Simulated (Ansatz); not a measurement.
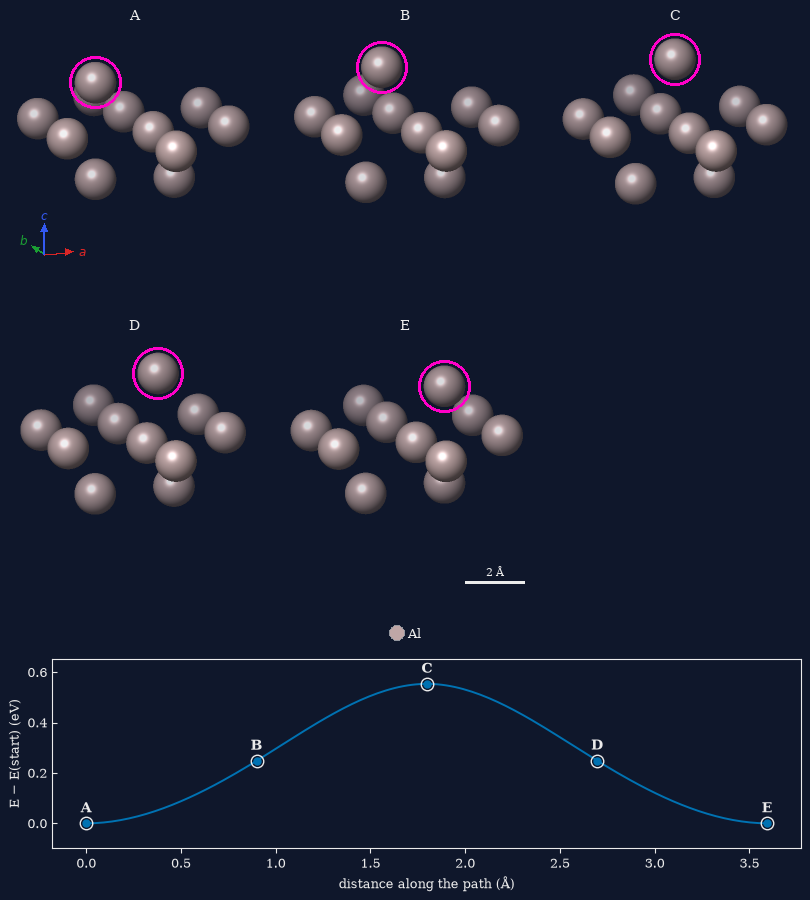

NEB run on Al on Al(100) (65 atoms in the cell). Images are numbered from 0 (start) to 4 (end). Frames A to E are images 0, 1, 2, 3, 4. Style: spheres-only. Shown: the atoms within 5.0 Å of the middle of the path, slightly off an axis. The moving atom is ringed, with any periodic copies.

These are results of DFT PBE, scalar-relativistic, plane waves, PAW in Ansatz 0.2.0, not measurements. Settings: plane-wave cutoff 420 eV; k-point mesh 3 × 3 × 1; Gaussian smearing 0.1 eV; 16 atoms held fixed; 3 movable images; climbing image; force threshold 0.04 eV/Å; iteration limit 66.

**Read off the barrier and say what moves.**

The barrier is about 0.55 eV in both directions, with image 2 at the top; the ends have the same energy. The adsorbate starts on a hollow site and hops by a lattice vector of the surface; other mechanisms, such as exchange with a surface atom, weren't searched. An Al atom travels furthest, 2.86 Å from end to end, on a path that bends up to 0.71 Å away from the straight line. At the highest image its nearest neighbour (Al) is 2.71 Å away, against 2.66 Å at the start, and the surrounding atoms stand up to 0.14 Å off the mean of their end positions. The band converged in 8 iterations, with a climbing image at the top.

Cost: 21 min on 8 threads of AMD EPYC 7R13 Processor (Zen 3) (shared host), peak memory 14 GiB.
